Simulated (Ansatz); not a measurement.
Sn$_{4}$HO$_{8}$ (cell with a defect)

```
CELL_PARAMETERS angstrom
-4.82652 0.00000 3.23817
4.82652 0.00000 3.23817
0.00000 4.82837 -3.23817
ATOMIC_POSITIONS crystal
Sn 0.22780 0.76220 0.48761
Sn 0.76080 0.24719 0.50561
Sn 0.97538 0.99633 0.98375
Sn 0.48975 0.51076 0.98368
O 0.96233 0.30869 0.27064
O 0.46430 0.81069 0.27059
O 0.92720 0.78235 0.20722
O 0.44711 0.31123 0.25590
O 0.53333 0.70558 0.73648
O 0.05875 0.22478 0.78117
O 0.02082 0.69993 0.71859
O 0.52099 0.20014 0.71852
H 0.46605 0.45811 0.42167
```

The program warned that a starting moment wasn't kept; spin-polarised, but the moments vanished.

Computed with DFT PBE, scalar-relativistic, plane waves, PAW in Ansatz.

The density is the valence pseudo-density of a PAW calculation; it isn't the true density close to the nuclei.

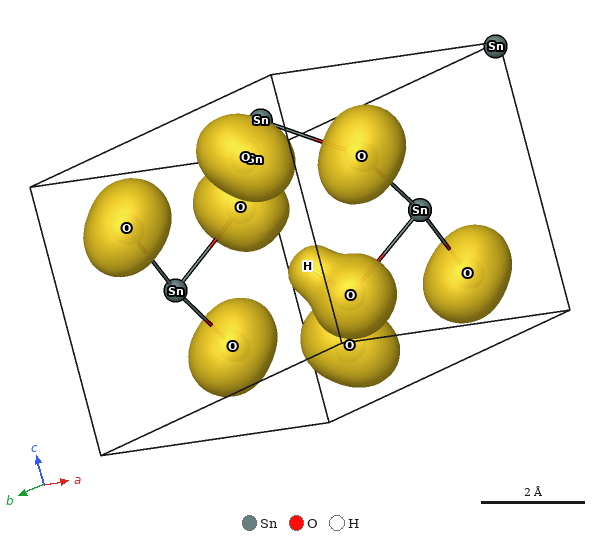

Figure 1. Isosurface of the electron localisation function at 0.65 (yellow), seen at an oblique angle. Core shells and regions of very low density are left out. Sticks mark near contacts.

Question: Identify the bonds, lone pairs and shells in this picture.

Answer: The ELF exceeds this value in seven regions wrapped around O (the valence shell of each) and one joined region spread over several atoms (H, O), in which their bonds and any lone pairs are merged, counted in one cell of 13 atoms. Any copies at cell faces, edges or corners count once. Along the contacts the grid gives the following. O–H (1.01 Å): the ELF climbs to about 0.95 towards the hydrogen, as it does in any bond to H (a covalent bond by its length). Sn–O (2.04 Å): the ELF peaks at about 0.80 in the valence shell of O, 0.6 Å from its nucleus, and is about 0.25 at the midpoint (no shared electron pair shows on this line).

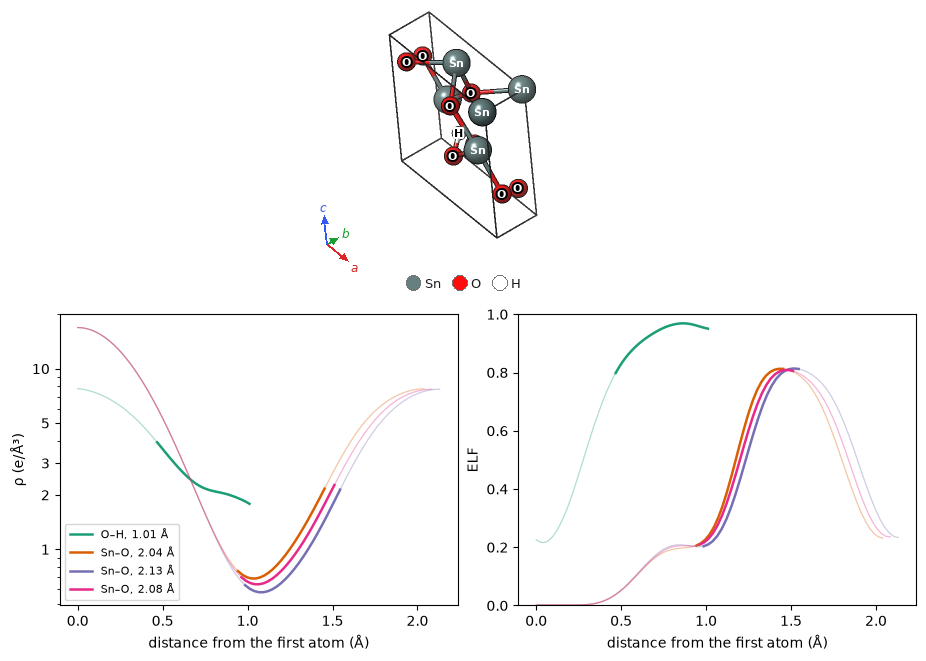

Figure 2. Valence pseudo-density and electron localisation function along straight lines between neighbouring atoms. Thin, pale parts lie inside the atomic spheres. The structure is drawn too.

Question: Compare the contacts.

Answer: O–H (1.01 Å): ρ is about 3.5 e/Å³ halfway; the ELF climbs to about 0.95 towards the hydrogen (a covalent bond by its length).
Sn–O (2.04 Å): the density is about 0.69 e/Å³ at the midpoint; the ELF peaks at about 0.80 in the valence shell of O, 0.6 Å from its nucleus, and is about 0.25 at the midpoint (no shared electron pair shows on this line).
Sn–O (2.13 Å): ρ is about 0.58 e/Å³ halfway; the ELF peaks at about 0.80 in the valence shell of O, 0.6 Å from its nucleus, and is about 0.25 at the midpoint: no localised pair shows between them.
Sn–O (2.08 Å): ρ at the midpoint is about 0.64 e/Å³; the ELF peaks at about 0.80 in the valence shell of O, 0.6 Å from its nucleus, and is about 0.25 at the midpoint: no localised pair shows between them.

Question: Does the calculation make it a metal, or give it a gap?

Answer: It is metallic or semimetallic at this level of theory: no gap opens.
